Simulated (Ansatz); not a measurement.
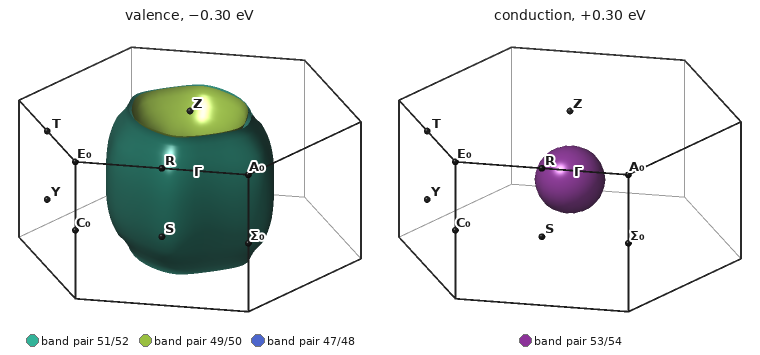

KI (Cmcm): constant-energy surfaces at both band edges (energies from each edge).

The calculation used DFT PBE, spin-orbit coupling, plane waves, PAW; levels and slopes on a k mesh at the converged density (Ansatz). Non-magnetic. With an inversion centre and no moment every band is doubly degenerate; a pair is shown and named once. Mesh 12×12×6, interpolated with the band slopes. Unrelaxed database geometry. The cell comes from a database of computed structures, not from a measurement.

Masses come from a second pass at points close to the extrema; at the energies drawn a band may no longer be parabolic.

> What kind of gap has this crystal, and what size does the calculation give?

The gap is direct, 3.46 eV at this level of theory, which underestimates gaps and can reorder valleys that lie close.

> Give the valleys and their effective masses.

Valence band (extrema up to 0.30 eV from the edge): one maximum at Γ, principal masses 0.63, 0.88 and 2.55 mₑ. Band pair 51/52 forms the valence edge; band pair 49/50 begins 0.12 eV lower (at Γ) and band pair 47/48 begins 0.26 eV lower (on the Γ–Z line). The surfaces also take in Z, where this band lies 0.14 eV below its edge, so they needn't be separate pockets.
Conduction band (extrema up to 0.30 eV from the edge): one minimum at Γ, principal masses 0.33, 0.34 and 0.34 mₑ. Band pair 53/54 forms the conduction edge.

Where one band's surface lies inside another's, the outer one hides all or part of it.

The mesh is coarse (steps of 0.12 Å⁻¹).

Cost: 15 min on 1 thread of Arm Neoverse V2, on a shared host, peak memory 1.9 GiB.
